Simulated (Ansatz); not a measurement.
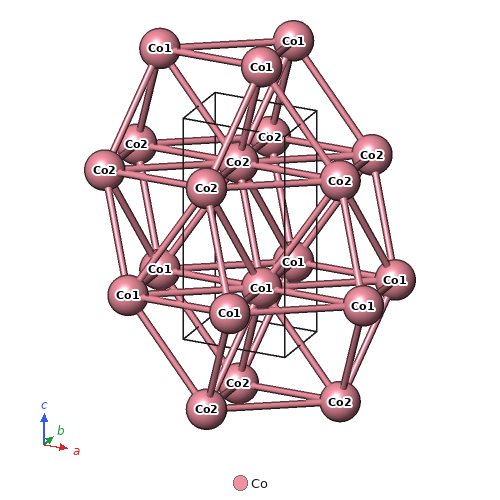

The system is Co (P6_3/mmc, No. 194; 2 atoms in the cell); the picture shows the reference structure. The energy is mapped over volume and a fixed ferromagnetic moment. The first coordinate is: volume per atom; the second: total spin moment of the cell, held fixed. Nothing is relaxed (shape and fractional coordinates fixed). The grid has 7 × 9 points. Points are written as (first, second). Energies: meV/atom, counted from the lowest grid point. The moment is held fixed and parallel; antiferromagnetic orders weren't tried. The electronic state followed may not be the lowest one. These are results of DFT LDA, scalar-relativistic, plane waves, PAW (Ansatz 0.2.0), not measurements. Settings: cutoff 520 eV, k-mesh 24×24×12 in the order of the run's cell vectors, gaussian smearing 0.15 eV.

Its coordinates:

```yaml
crystal:
  lattice:
    - [2.42876, 0.00000, 0.00000]
    - [-1.21438, 2.10337, 0.00000]
    - [0.00000, 0.00000, 3.91775]
  atoms:
    - { symbol: Co, position: [0.66667, 0.33333, 0.25000] }
    - { symbol: Co, position: [0.33333, 0.66667, 0.75000] }
```

Range: volume per atom from 7.50 to 12.51 Å³; total spin moment of the cell, held fixed from 0.00 to 4.40 μB.

What will the energy surface look like?

The lowest grid point is at (10.01 Å³, 2.75 μB). It is the only kind of minimum in the scanned range. The highest grid point, (7.50 Å³, 4.40 μB), lies 1783 meV/atom above the lowest. Round the minimum the valley is somewhat tilted: raising volume per atom shifts the best value of the second coordinate upwards (coupling k₁₂/√(k₁₁k₂₂) about −0.3).

```
second ↓, first →  7.50  8.34  9.17  10.01  10.84  11.68  12.51
             4.40  1783   994   578    396    362    422    542
             3.85  1313   611   262    132    140    234    382
             3.30  1026   392    95      7     47    168    338
             2.75   910   322    61      0     63    203    388
             2.20   860   304    68     28    107    261    457
             1.65   831   300    83     58    150    313    518
             1.10   818   303    99     84    185    355    566
             0.55   813   308   111    103    208    382    597
             0.00   812   309   115    109    216    392    607
```

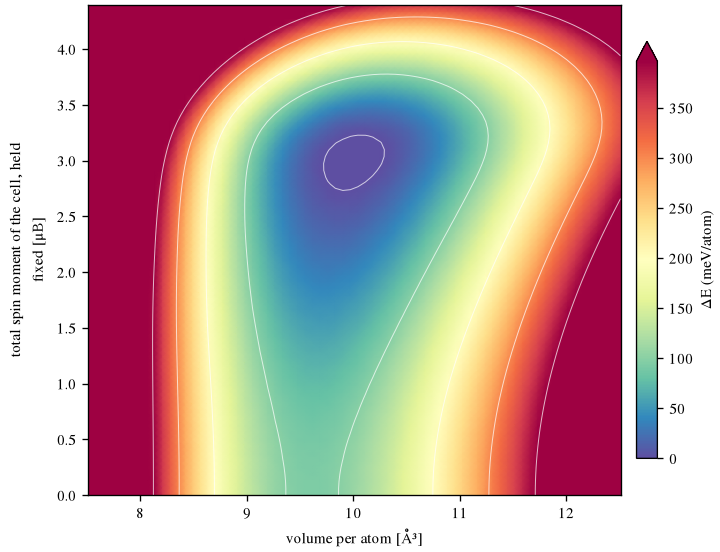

Drawn: a smooth colour map with a few white contour lines, one colour for all values above the top of the scale. Between grid points the surface is interpolated.

The whole map (63 points run) took 33 min on 2 threads of Arm Neoverse N1, on a shared host.

PAW datasets: the set soft_1.
